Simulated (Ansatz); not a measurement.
O31HSr32: several calculations on one system

### Relaxation

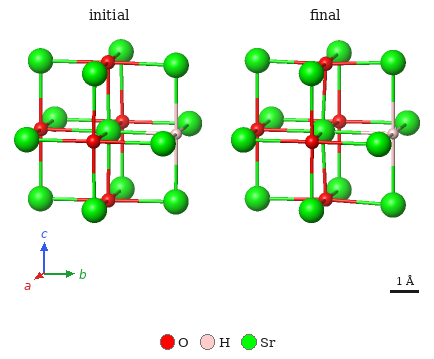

The structure of a defect cell of composition O31HSr32 (cell charge +1) before (left) and after (right) a relaxation, at one scale.

Style: ball-and-stick. Shown: the atoms within 4.2 Å of the atom that moves most (axes of the cell of the calculation), slightly off an axis.

The atoms of the start lie slightly off their symmetric places, so part of the fall in energy undoes that.

Computed with Ansatz, DFT, PBEsol, PAW, plane waves. Settings: plane-wave cutoff 420 eV; k-point mesh 1 × 1 × 1; mesh shifted by (0.25, 0.25, 0.25); no spin polarisation; atoms relaxed in a fixed cell; force threshold 0.03 eV/Å; at most 80 steps.

Describe what moved and what it gained.

Answer. Over 5 geometry steps the energy falls by 0.659 eV per cell of the calculation. The largest force component goes from 1.3 to 0.0036 eV/Å. The atom that moves furthest is a Sr atom (0.12 Å along −b). By element the largest moves are Sr 0.12 Å, O 0.07 Å, H 0.03 Å. The cell stays as it was. Near-neighbour distances that change, for instance: Sr–Sr 3.600 → 3.771 Å, H–Sr 2.541 → 2.667 Å, O–Sr 2.555 → 2.456 Å, H–Sr 2.569 → 2.667 Å. Bond angles that change, for instance: O–Sr–O 88.3° → 92.8°, O–Sr–O 178.7° → 174.4°, O–Sr–O 89.0° → 92.8°. Cost: 7 s on 1 × NVIDIA GB300 Max-Q with 8 threads of Arm Neoverse-V2, peak memory 1.8 GiB.

Limits of the set-up: the cell is charged, on a uniform background, and energies carry no finite-size correction.

### Relaxation

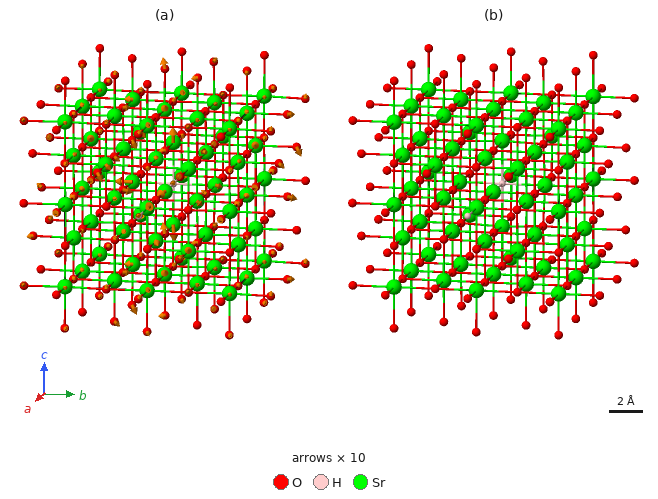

The structure of a defect cell of composition O$_{31}$HSr$_{32}$ (cell charge −1) before (left) and after (right) a relaxation, at one scale. The orange arrows give the displacements, magnified 10 times.

The picture is a ball-and-stick view of the cell of the calculation, seen slightly off an axis.

The atoms of the start lie slightly off their symmetric places, so part of the fall in energy undoes that.

Level of theory: DFT, PBEsol, PAW, plane waves in Ansatz. (plane-wave cutoff 420 eV; k-point mesh 1 × 1 × 1; mesh shifted by (0.25, 0.25, 0.25); no spin polarisation; atoms relaxed in a fixed cell; force threshold 0.03 eV/Å; at most 80 steps)

**Summarise the run.**

The atom that moves furthest is a Sr atom (0.12 Å along −b). Largest moves by element: Sr 0.12 Å, O 0.07 Å, H 0.03 Å. The lattice vectors keep their values. Near-neighbour distances that change, for instance: Sr–Sr 3.600 → 3.765 Å, O–Sr 2.595 → 2.462 Å, H–Sr 2.541 → 2.660 Å, Sr–Sr 3.663 → 3.566 Å. Bond angles that change, for instance: Sr–O–Sr 88.6° → 95.6°, Sr–O–Sr 89.0° → 95.4°, Sr–O–Sr 90.6° → 95.5°. The energy falls by 0.488 eV per cell of the calculation in 3 geometry steps. The largest force component goes from 1.1 to 0.015 eV/Å. The run took 6 s on 1 × NVIDIA GB300 Max-Q with 8 threads of Arm Neoverse-V2, peak memory 1.8 GiB.

Limits of the set-up: the cell is charged, on a uniform background, and energies carry no finite-size correction.

### Defect

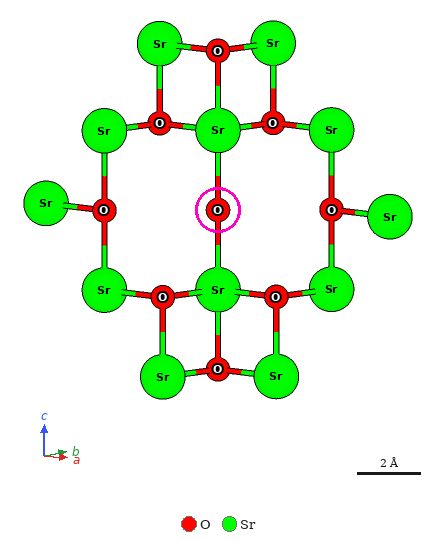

Perfect SrO. Style: ball-and-stick. Shown: the atoms within 6.0 Å of one point, in a slice 3.4 Å thick across the line of sight, from a free direction.

Level of theory: DFT, PBEsol, PAW, plane waves in Ansatz 0.2.0. Set-up: plane-wave cutoff 420 eV; k-point mesh 1 × 1 × 1; mesh shifted by (0.25, 0.25, 0.25); no spin polarisation. Fermi-Dirac smearing of 0.01 eV. A uniform background neutralises the charged cell. The axes drawn are those of the host's conventional cell.

An oxygen atom is replaced by hydrogen at the ringed place, in charge state +1. The supercell has 64 sites, and the atoms are relaxed at the host's cell.

### Predict the relaxed surroundings of the defect.

In the host the O atom has 6 Sr at 2.56 Å; the H atom ends with 6 Sr at 2.67 Å. Of the host's atoms, a strontium atom moves furthest from its site, by 0.11 Å.

The relaxed defect, seen from the same direction:

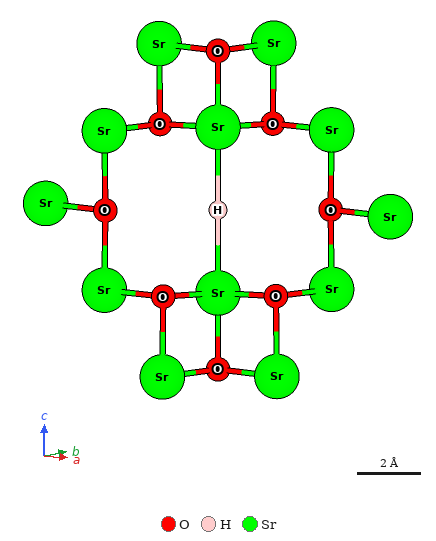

Limits of the set-up: the cell is charged, on a uniform background, and energies carry no finite-size correction.
